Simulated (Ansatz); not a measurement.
# W (Im-3m): test of the smearing width

Aim: a test of the smearing width, for W (Im-3m), run from a script.

Computed with the Python package of Ansatz 0.2.0. Level of theory: DFT PBE, plane waves, PAW.

**1. The system**

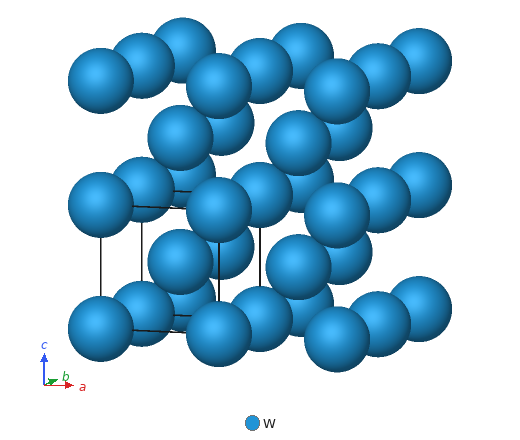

The starting structure, viewed slightly off an axis; tungsten blue. 2×2×2 cells are drawn. The cell is the conventional one. Atoms on cell faces are repeated.

The script holds or builds the structure itself.

**2. The code**

smear_w.py

```python
# -*- coding: utf-8 -*-
"""Smearing width test for W."""

import ansatz as az
from ase import Atoms
import matplotlib.pyplot as plt

atoms = Atoms(
    ["W"],
    scaled_positions=[
        (0.0, 0.0, 0.0),
    ],
    cell=[
        (-1.582345, 1.582345, 1.582345),
        (1.582345, -1.582345, 1.582345),
        (1.582345, 1.582345, -1.582345),
    ],
    pbc=True,
)
crystal = az.Crystal.from_ase(atoms)

calc = (
    crystal.calculation()
    .pseudopotentials("paw")
    .basis(510)
    .kpoints(9, 9, 9)
    .stress()
)

rows = []
for value in [0.3, 0.2, 0.1, 0.05]:
    summary = calc.occupations("cold", width=value).run().report
    rows.append((value, summary["free_energy_ev"] / len(summary["lattice"]["sites"]), summary["n_iterations"], sum(summary["stress_gpa"][i][i] for i in range(3)) / 3, summary["n_kpoints"]))

print("  width (eV)   F/atom (eV)    iterations       P (GPa)      k-points")
for row in rows:
    print(f"{str(row[0]):>12s}  {row[1]:12.5f}  {row[2]:12d}  {row[3]:12.3f}  {row[4]:12d}")

# differences from the last row
for row in rows[:-1]:
    shift = 1000 * (row[1] - rows[-1][1])
    print(f"{row[0]}: {shift:+.2f} meV/atom" + ("  (within 1 meV)" if abs(shift) < 1 else ""))
plt.figure(figsize=(4.5, 3))
plt.plot([str(row[0]) for row in rows], [1000 * (row[1] - rows[-1][1]) for row in rows], "o-")
plt.xlabel("width (eV)")
plt.ylabel("F - F(last) (meV/atom)")
plt.tight_layout()
plt.savefig("smear.png", dpi=100)
```

**3. The calls as engine input**

The engine receives this input (first run):

```yaml
crystal:
  lattice:
    - [-1.582345, 1.582345, 1.582345]
    - [1.582345, -1.582345, 1.582345]
    - [1.582345, 1.582345, -1.582345]
  atoms:
    - { symbol: W, position: [0.0, 0.0, 0.0] }
basis:
  ecutwfc: 510.0
kpoints:
  mp_grid:
    grid: [9, 9, 9]
hamiltonian:
  pseudopotentials:
    kind: paw
scf:
  occupations:
    method: cold
    width: 0.3
output:
  stress: true
```

**4. The run**

On the command line:

```
$ python smear_w.py
```

Output:

```text
  width (eV)   F/atom (eV)    iterations       P (GPa)      k-points
         0.3  -10384.83801             5         5.460            35
         0.2  -10384.83453             5         5.500            35
         0.1  -10384.83066             6         5.369            35
        0.05  -10384.82861             6         5.415            35
0.3: -9.40 meV/atom
0.2: -5.92 meV/atom
0.1: -2.05 meV/atom
```

It took 2.8 s on 1 thread, shared host.

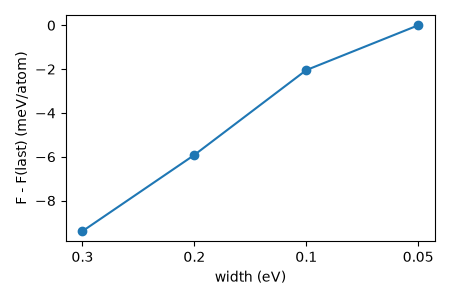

The script's own figure, smear.png.

**5. Inputs of later runs**

The engine's inputs for the other runs:

Run 2, against run 1:

```diff
@@ -19 +19 @@
-    width: 0.3
+    width: 0.2
```

Run 3, against run 1:

```diff
@@ -19 +19 @@
-    width: 0.3
+    width: 0.1
```

Run 4, against run 1:

```diff
@@ -19 +19 @@
-    width: 0.3
+    width: 0.05
```

Lines on the test bed's own set-up are left out of the output.

A comment line of the script is reworded here; the code is as run.

**6. The runs side by side**

From the records of these 4 runs:

| run | width (eV) | energy from run 4 (meV/atom) | the same at zero width (meV/atom) | pressure (GPa) | SCF cycles | CPU time (s) |
| --- | --- | --- | --- | --- | --- | --- |
| 1 | 0.3 | -9.40 | -6.31 | 5.46 | 5 | 0.38 |
| 2 | 0.2 | -5.92 | -4.32 | 5.50 | 5 | 0.34 |
| 3 | 0.1 | -2.05 | -1.27 | 5.37 | 6 | 0.31 |
| 4 | 0.05 | 0.00 | 0.00 | 5.42 | 6 | 0.38 |

Energies are free energies F = E - TS of the smeared occupations. 

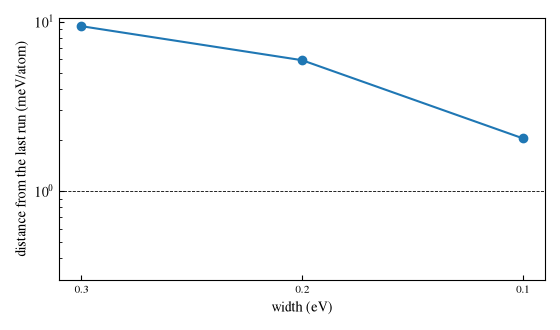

How far each run lies from the last one; the dashed line marks 1 meV/atom.

**7. Summary of results**

| quantity | value |
| --- | --- |
| runs compared | 4 |
| last run but one, from the last | -2.05 meV/atom |
| within 5 meV/atom of the last run from | 0.1 |

Going from 0.05 to 0.3 eV changes F by -9.4 meV an atom. This scheme is built to cancel the term in the square of the width, but that needs a smooth density of states and a fine mesh, and here a sizeable shift remains. The pressure moves from 5.42 to 5.46 GPa. The mesh is modest for a metal, so energies can be off by several to tens of meV an atom and pressures by half a GPa or more; differences at equal mesh fare better. The narrowest width needs the finest mesh, so the last row is no converged reference. Pressure is positive in compression. Spin-orbit coupling, which matters for elements this heavy, is left out. No functional is typed, so the default, PBE, holds. At these settings the cell as given stands under about 5 GPa, so it isn't at this functional's equilibrium volume.
